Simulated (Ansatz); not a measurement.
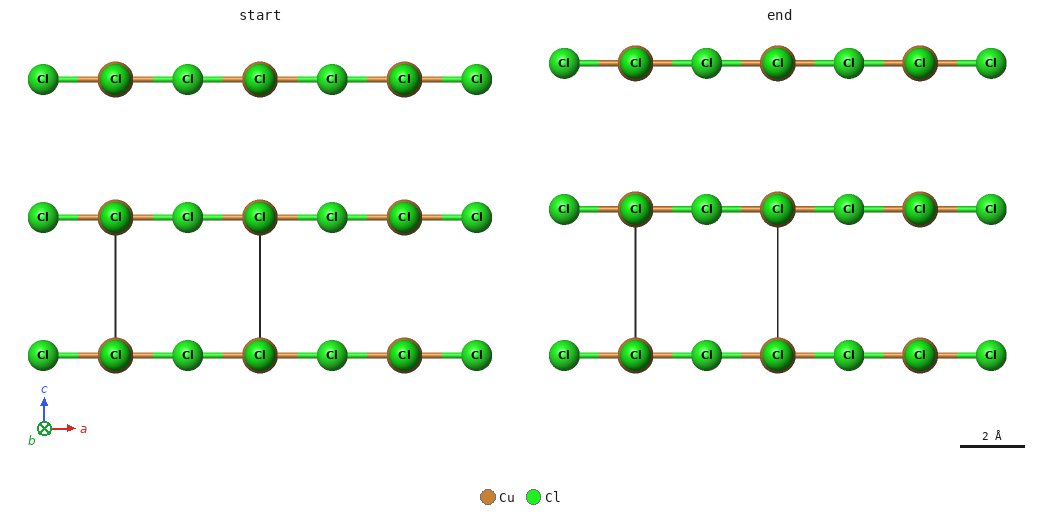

The structure of solid CuCl$_{2}$ (set up in P4/mmm) before (left) and after (right) a relaxation, at one scale.

A ball-and-stick model of the cell of the calculation, repeated 2 × 1 × 2 with one cell outlined, seen along the b axis.

The run lets cell and atoms move.

Theory: Kohn-Sham DFT of a periodic cell, PBEsol, Ansatz PAW (Ansatz).

Input
```yaml
crystal:
  lattice:
    - [4.520648, 0.0, 0.0]
    - [0.0, 4.520648, 0.0]
    - [0.0, 0.0, 4.317712]
  atoms:
    - { symbol: Cu, position: [0.0, 0.0, 0.0] }
    - { symbol: Cl, position: [0.0, 0.5, 0.0] }
    - { symbol: Cl, position: [0.5, 0.0, 0.0] }
hamiltonian:
  xc: pbesol
  pseudopotentials: { kind: paw }
kpoints:
  mp_grid: { grid: [6, 6, 6] }
scf:
  occupations: { method: fermi_dirac, width: 0.05 }
output:
  forces: true
  stress: true
  eigenvalues: true
relax:
  f_tol: 0.01
  max_steps: 40
  cell: { stress_tol: 0.05 }
```

Run as
```bash
ansatz run input.yaml --threads 2 --pin off --max-ram 5632MiB --backend cpu --events-out ev --progress --plain --runs-dir out
```

**What changed between the two?**

After 8 accepted moves (9 points after the start) the energy has fallen by 22.5 meV per cell of the calculation. All forces vanish by symmetry, so only the cell relaxes. Pressure: −1.63 GPa at the start and 0.01 GPa at the end. At 1 point the geometry stayed and the basis and grid were re-selected for the new cell (energy shift of 0.3 meV per cell of the calculation at most each time). The atoms keep their places relative to the cell (all moves are under 0.005 Å). Cell: a = b 4.521 → 4.452 Å (−1.5 %), c 4.318 → 4.570 Å (+5.8 %). Volume +2.7 %. Among the contacts that change: Cl–Cu 2.260 → 2.226 Å. The space group stays P4/mmm (No. 123).

Limits of the set-up: an element that often carries a moment was run without spin polarisation; an odd number of electrons was run without spin polarisation, which fails if the electron would localise; layers or molecules are held without a dispersion correction, so their spacing is unreliable.
